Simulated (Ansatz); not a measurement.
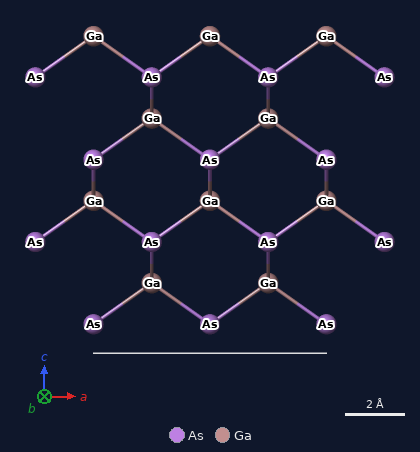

This is the input geometry for a relaxation of a slab of composition GaAs (cut from the F-43m phase). A ball-and-stick model of the 2 × 2 repeat of the cell, outlined in the plane, without the vacuum, seen along the b axis.

Case: (1 0 0) slab, atoms relaxed. The slab is the (1 0 0) face of GaAs.

Computed with DFT PBEsol, scalar-relativistic, plane waves, PAW (Ansatz).

Input file:
```yaml
crystal:
  lattice:
    - [4.0010046525, 0.0, 0.0]
    - [0.0, 4.0010046525, 0.0]
    - [0.0, 0.0, 24.9019813248]
  atoms:
    - { symbol: As, position: [0.0, 0.5, 0.3011808539] }
    - { symbol: Ga, position: [0.5, 0.5, 0.3579863242] }
    - { symbol: As, position: [0.5, 0.0, 0.4147917945] }
    - { symbol: Ga, position: [0.0, 0.0, 0.4715972648] }
    - { symbol: As, position: [0.0, 0.5, 0.5284027352] }
    - { symbol: Ga, position: [0.5, 0.5, 0.5852082055] }
    - { symbol: As, position: [0.5, 0.0, 0.6420136758] }
    - { symbol: Ga, position: [0.0, 0.0, 0.6988191461] }
basis:
  ecutwfc: 420
kpoints:
  mp_grid: { grid: [9, 9, 1] }
hamiltonian:
  xc: pbesol
scf:
  occupations: { method: gaussian, width: 0.05 }
output:
  forces: true
  eigenvalues: true
  write_density: true
  write_potential: true
  elf: true
  volumetric_format: npy
relax:
  adjacent_minimum: "off"
  f_tol: 0.02
  max_steps: 60
efield:
  axis: 3
  dipole_correction: true
  ramp_width: 0.04
```

Command:
```bash
ansatz run input.yaml --threads 1 --pin off --max-ram 2560MiB --backend cpu --events-out ev --progress --plain --runs-dir out
```

Where does the relaxation end?

Over 2 accepted moves (3 points after the start) the energy falls by 42.3 meV per cell of the calculation. Largest force component: 0.53 eV/Å at the start, 0.019 eV/Å at the end. 1 step only repeated the SCF at the same geometry. The largest move relative to the layer's centre is that of Ga8, 0.10 Å along the normal (+c). Largest moves by element: Ga 0.10 Å, As 0.01 Å. The cell stays as it was. Near-neighbour distances that change, for instance: As7–Ga8 2.450 → 2.512 Å, Ga2–As3 2.450 → 2.480 Å, As1–Ga2 2.450 → 2.428 Å, Ga4–As5 2.450 → 2.466 Å. Bond angles that change, for instance: Ga8–As7–Ga8 109.5° → 105.6°, As7–Ga8–As7 109.5° → 105.6°.

History of the run:

| step | E − E(0), meV/atom | largest force component, eV/Å | note |
| --- | --- | --- | --- |
| 0 | 0.00 | 0.5306 |  |
| 1 | -5.03 | 0.1234 |  |
| 2 | -5.28 | 0.0190 |  |
| 3 | -5.28 | 0.0191 | same geometry, SCF repeated |

The end point in the same view:

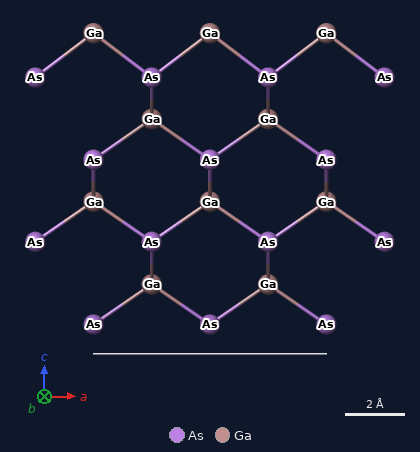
